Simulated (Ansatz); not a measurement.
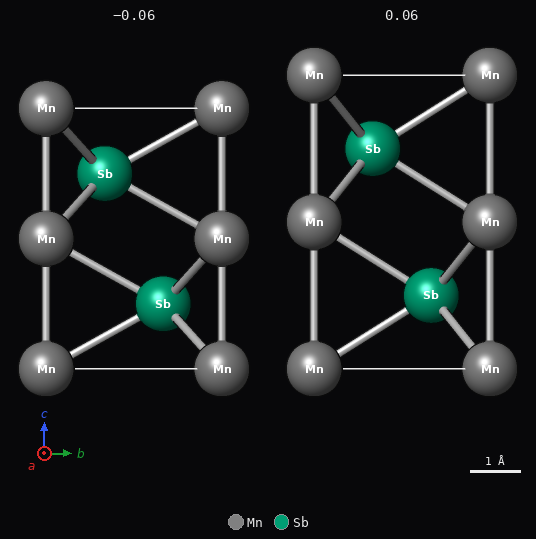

A crystal of MnSb (set up in P6_3/mmc), under strain along c alone (the other axes held, atoms fixed by symmetry), with energies (extrapolated to zero smearing) counted from the relaxed crystal, which is the row at zero. The picture shows the first and the last member. A ball-and-stick model of the cell of the calculation, seen along the a axis.

Computed with Ansatz 0.2.0: DFT PBE, scalar-relativistic, plane waves, PAW. Set-up: plane-wave cutoff 420 eV; k-point mesh 15 × 15 × 10; occupations gaussian; smearing width 0.1 eV; collinear spin.

```tsv
strain	energy (meV/atom)	a (Å)	c (Å)
−0.06	29.11	4.097	5.261
−0.04	12.83	4.097	5.373
−0.02	3.25	4.097	5.485
0.0	0.00	4.097	5.597
0.02	?	?	?
0.04	10.69	4.097	5.821
0.06	22.34	4.097	5.933
```

**Fill in the missing row.**

A parabola through three neighbouring rows (0.0, 0.04, 0.06) gives, with Lagrange weights, (0.3333)(0.00) + (1.0000)(10.69) + (−0.3333)(22.34) = 3.24 meV/atom. The calculation gives 2.84 meV/atom (a = 4.097 Å, c = 5.709 Å). The estimate is 0.40 meV/atom too high. From the first member to the last: Mn–Mn 2.631 → 2.966 Å, Mn–Sb 2.706 → 2.792 Å.

The whole series:

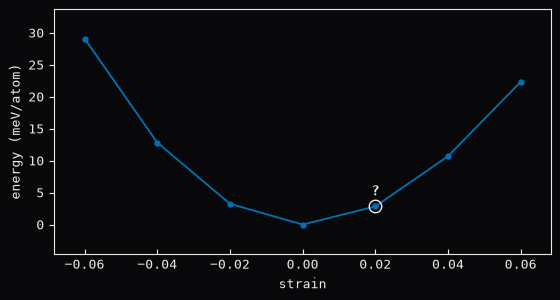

The cells carry a magnetic moment (5.6 to 6.7 μB per cell in all, first to last member); only the order that this cell allows was tried.
